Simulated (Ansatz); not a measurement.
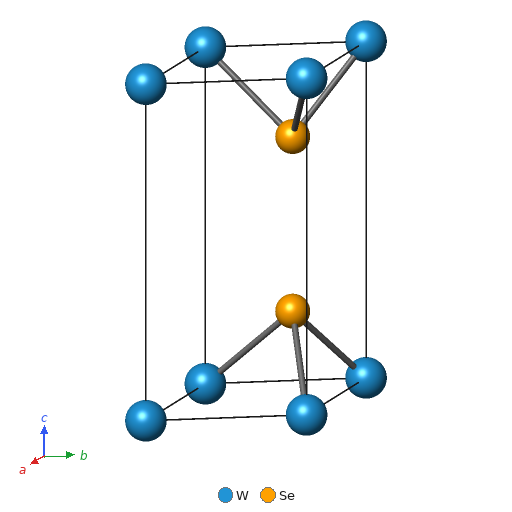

System: substitution (removed W, added Se) in WSe₂. The picture shows the cell.

Structure:
```yaml
crystal:
  lattice:
    - [3.27900, 0.00000, 0.00000]
    - [-1.63950, 2.83970, 0.00000]
    - [0.00000, 0.00000, 7.00560]
  atoms:
    - { symbol: W, position: [0.00000, 0.00000, 0.00000] }
    - { symbol: Se, position: [0.33333, 0.66667, 0.24060] }
    - { symbol: Se, position: [0.33333, 0.66667, 0.75940] }
```

Method: charge states of a point defect in a periodic supercell, each relaxed, energies over the elements' standard states with the Fermi level at the host's valence band top, point-charge and potential alignment terms added, no band filling term, levels over that top; plane waves with PAW datasets; energies extrapolated to zero smearing (Ansatz 0.2.0). Level: PBE with D3(BJ), allowed.

```json
{"setting": "host atoms in supercell", "value": "36"}
{"setting": "wave cutoff", "value": "420 eV"}
{"setting": "k mesh", "value": "2×2×2"}
{"setting": "occupations", "value": "Gaussian"}
{"setting": "smearing width", "value": "0.01 eV"}
{"setting": "k shift", "value": "(0.5, 0.5, 0.5) (mesh steps)"}
{"setting": "start displacement", "value": "0.05 Å"}
{"setting": "defect kind", "value": "substitution"}
{"setting": "removed element", "value": "W"}
{"setting": "added element", "value": "Se"}
{"setting": "defect place", "value": "(0, 0, 0) (fraction of the host cell vector)"}
{"setting": "host gap", "value": "1.245 eV"}
{"setting": "static dielectric xx yy zz", "value": "(14.19, 14.19, 5.3)"}
```

Describe the result: the formation energy of each charge state against the Fermi level.

The stable charge changes at 0.10 eV (+1/0) and 0.77 eV (0/−1) above the valence band top. The lowest state is +1 at the valence band top, 0 at mid-gap and −1 at the conduction band bottom, 1.25 eV higher. With the Fermi level at mid-gap the formation energy is 4.8 eV against the elements' standard states.

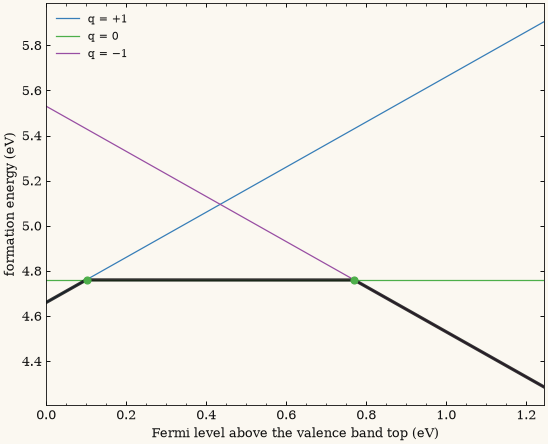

The thick line follows the lowest charge state; the axis spans the host's computed gap.

Note: a crossing between the sampled k points may be missed; charged cell in a neutralising background; coarse k mesh; fractional moment from partly filled bands; narrow smearing for a metal; potential alignment in doubt; random start near the defect, other minima possible; small supercell.
